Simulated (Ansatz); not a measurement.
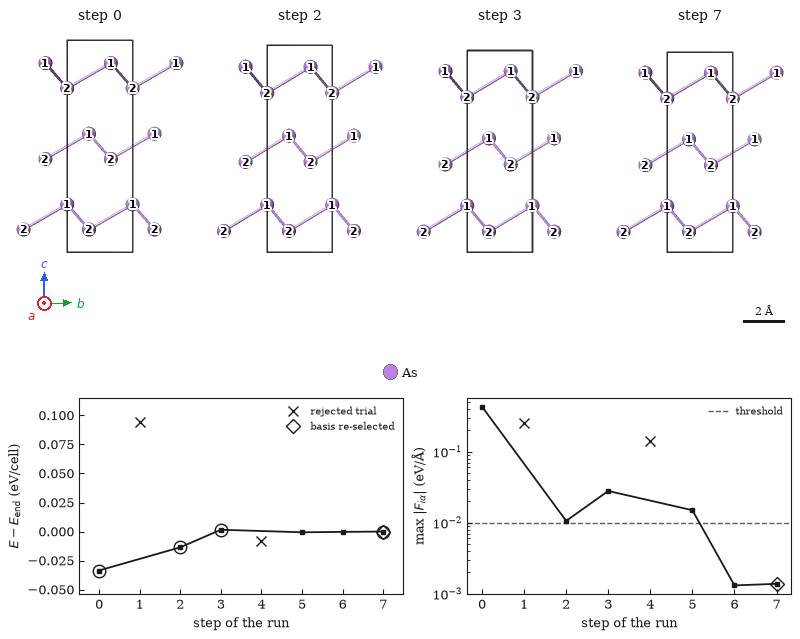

Frames of a relaxation of crystalline As (set up in R-3m), marked on the history of the run. Style: ball-and-stick. Shown: the conventional cell (3 times the calculation's cell), along the a axis. Lengths and directions refer to the drawn axes.

The run lets cell and atoms move.

All numbers below come from Ansatz 0.2.0, Kohn-Sham DFT of a periodic cell, PBE, Ansatz PAW.

Input file:
```yaml
crystal:
  lattice:
    - [1.8807968987, 1.0858785957, 3.5140619945]
    - [-1.8807968987, 1.0858785957, 3.5140619945]
    - [0.0, -2.1717571915, 3.5140619945]
  atoms:
    - { symbol: As, position: [0.226, 0.226, 0.226] }
    - { symbol: As, position: [0.774, 0.774, 0.774] }
hamiltonian:
  xc: pbe
  pseudopotentials: { kind: paw }
kpoints:
  mp_grid: { grid: [9, 9, 9] }
scf:
  occupations: { method: fermi_dirac, width: 0.05 }
output:
  forces: true
  stress: true
  eigenvalues: true
relax:
  f_tol: 0.01
  max_steps: 40
  cell: { stress_tol: 0.05, p_target: 5.0 }
```

Run as
```bash
ansatz run input.yaml --threads 2 --pin off --max-ram 5632MiB --backend cpu --events-out ev --progress --plain --runs-dir out
```

Q: Describe the path.

A: After 4 accepted moves (7 points after the start) the energy has risen by 33.5 meV per cell of the calculation. With the target pressure of 5 GPa, the enthalpy E + pV changes by −38.3 meV per cell of the calculation. Largest force component: 0.43 eV/Å at the start, 0.0014 eV/Å at the end. Pressure: 3.71 GPa at the start and 5.00 GPa at the end. The line search rejected the trial steps at points 1, 4 of the run. The SCF was repeated once at an unchanged geometry on a basis and grid sized afresh for the cell, which shifted the energy by 0.3 meV per cell of the calculation at most. The largest moves relative to the cell, 0.052 Å, are those of As1 and As2. As1 goes along +c. The drawn cell changes as follows: a = b 3.762 → 3.767 Å (+0.2 %), c 10.542 → 9.948 Å (−5.6 %); the volume changes by −5.3 %. Among the contacts that change: As1–As2 2.506 → 2.527 Å. The space group stays R-3m (No. 166). The run took 20 s on 2 threads of Arm Neoverse V1 (shared host), peak memory 0.36 GiB. From step 0 to 2: As atoms move most (0.04 Å), volume −3.7 %, energy +20.0 meV per cell of the calculation. From step 2 to 3: volume −1.8 %, energy +15.1 meV per cell of the calculation. From step 3 to 7: energy −1.6 meV per cell of the calculation.

```tsv
step	E − E(0), meV/atom	largest force component, eV/Å	pressure, GPa	volume, Å³/atom	note
0	0.00	0.4286	3.71	21.530	
1	64.09	0.2559	8.05	19.476	rejected
2	9.98	0.0106	4.62	20.737	
3	17.54	0.0279	5.24	20.369	
4	12.83	0.1430	3.84	20.544	rejected
5	16.45	0.0150	5.03	20.387	
6	16.62	0.0013	5.01	20.379	
7	16.76	0.0014	5.00	20.379	same geometry, new basis
```
